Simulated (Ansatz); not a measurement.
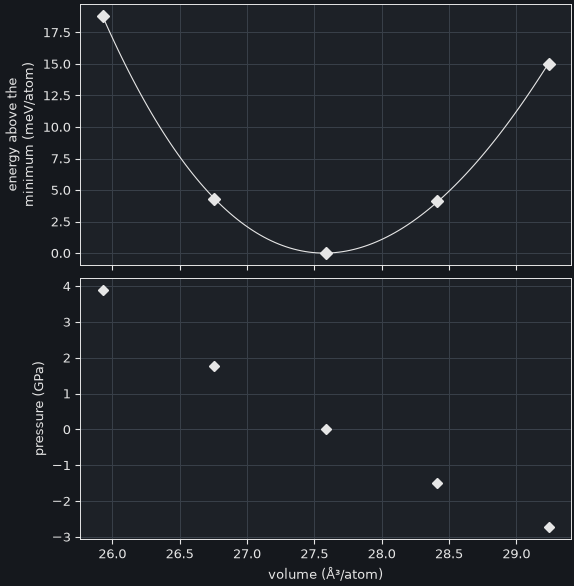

The figure shows the energy above the minimum and pressure against volume for Sn, space group I4_1/amd (No. 141).

Cell as given: a = 4.444 Å, b = 4.444 Å, c = 4.444 Å, α = 97.52°, β = 97.52°, γ = 137.59°; 2 atoms.

Method: third-order Birch-Murnaghan fit to density functional energies at scaled volumes of the given relaxed cell, shape and atoms relaxed at each volume; energies count from the fitted minimum; plane waves with PAW datasets, Γ-centred k mesh (Ansatz 0.2.0). Level: r2SCAN, no spin polarisation.

wave cutoff 500 eV; k mesh 14×14×14; occupations Gaussian; smearing width 0.1 eV.

What equilibrium volume and bulk modulus follow from the curve?

A third-order Birch–Murnaghan fit gives V0 = 27.57 Å³/atom, B0 = 54 GPa and B′ = 5.1.

How does the pressure vary with volume?

It falls from 3.89 GPa at volume 25.929 Å³/atom to −2.73 GPa at 29.239 Å³/atom, and changes sign near 27.58 Å³/atom.

The computed values:

```tsv
volume (Å³/atom)	energy above the minimum (meV/atom)	pressure (GPa)
25.929	18.8	3.89
26.757	4.3	1.77
27.584	0.0	0.00
28.412	4.1	-1.49
29.239	15.0	-2.73
```
